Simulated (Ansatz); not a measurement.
System: Ti3Al.

```xyz
16
Lattice="0.0000 0.0000 4.6541 -2.8777 4.9843 0.0000 -8.3732 -4.8343 0.0000" Properties=species:S:1:pos:R:3 pbc="T T T"
Ti   -6.9613    0.9963    1.1635
Ti   -1.4658    0.8463    1.1635
Ti   -6.9613   -0.6963    3.4906
Ti   -1.4658   -0.8463    3.4906
Ti   -5.4955   -1.5425    1.1635
Ti   -2.8777    3.2917    1.1635
Ti   -9.7851   -0.6963    3.4906
Ti   -4.2896   -0.8463    3.4906
Ti   -6.9074   -3.9880    1.1635
Ti   -4.2896    0.8463    1.1635
Ti   -8.3732   -3.1417    3.4906
Ti   -5.7554    1.6925    3.4906
Al   -8.3732   -1.5114    1.1635
Al   -2.8777   -1.6614    1.1635
Al   -5.4955   -3.1728    3.4906
Al   -2.8777    1.6614    3.4906
```

Space group Pmma; not relaxed (largest force 1.4 eV/Å); computed pressure about 5 GPa in this cell; computed without spin polarisation.

These are results of DFT PBE, scalar-relativistic, plane waves, PAW (Ansatz), not measurements.

**Predict the valence pseudo-density and electron localisation function between the atoms.**

Ti–Al (2.62 Å): ρ is about 0.26 e/Å³ halfway; the ELF is about 0.35 at the midpoint.
The ELF has a maximum of about 0.70 in the space between the atoms, on no atom or two-centre bond.

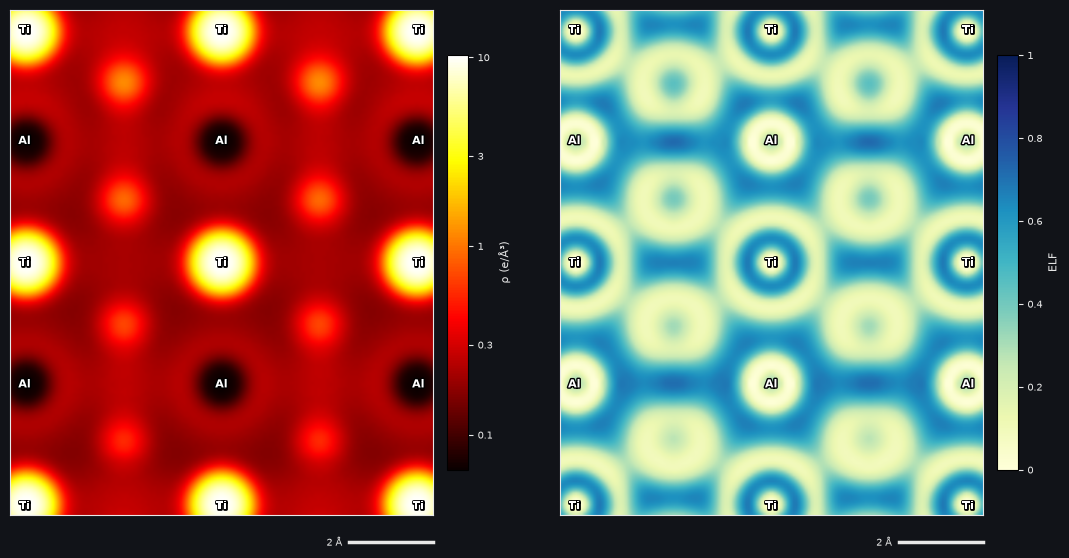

Computed valence pseudo-density and electron localisation function on the (011) plane of the conventional cell, in this order. Atoms just off the plane (Ti, 0.8 Å away) can leave unmarked features too.
